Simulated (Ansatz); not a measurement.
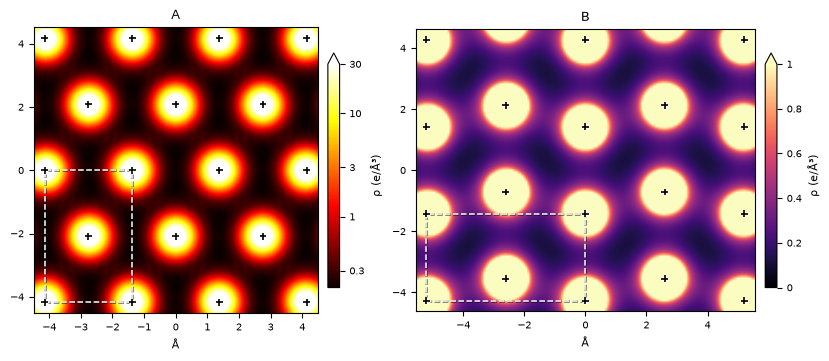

The valence pseudo-density of 2 systems, each on a plane through atoms (crosses mark nuclei in the plane).

These are results of Ansatz, DFT PBEsol, scalar-relativistic, plane waves, PAW, not measurements.

System 1: Cu, the (110) plane of the conventional cell. Space group I4/mmm; a structure from a database of computed crystals, not necessarily the ambient phase; computed pressure about −8 GPa in this cell; computed without spin polarisation.

```xyz
2
Lattice="2.9511 0.0000 0.0000 0.0000 2.9511 0.0000 0.0000 0.0000 2.7591" Properties=species:S:1:pos:R:3 pbc="T T T"
Cu    0.0000    0.0000    0.0000
Cu    1.4755    1.4755    1.3796
```

System 2: Ge, the (010) plane of the conventional cell. Space group I4₁/amd; a structure from a database of computed crystals, not necessarily the ambient phase; computed pressure about −4 GPa in this cell.

```xyz
4
Lattice="5.2066 0.0000 0.0000 0.0000 5.2066 0.0000 0.0000 0.0000 2.8465" Properties=species:S:1:pos:R:3 pbc="T T T"
Ge    2.6033    0.0000    0.7116
Ge    0.0000    2.6033    2.1349
Ge    0.0000    0.0000    1.4232
Ge    2.6033    2.6033    0.0000
```

Q: Match each panel to its system.

A: Panel A is system 1, Cu: the plane holds Cu. Cu–Cu (2.50 Å): ρ is about 0.28 e/Å³ halfway. Panel B is system 2, Ge: the plane holds Ge. Ge–Ge (2.70 Å): the density is about 0.32 e/Å³ at the midpoint.
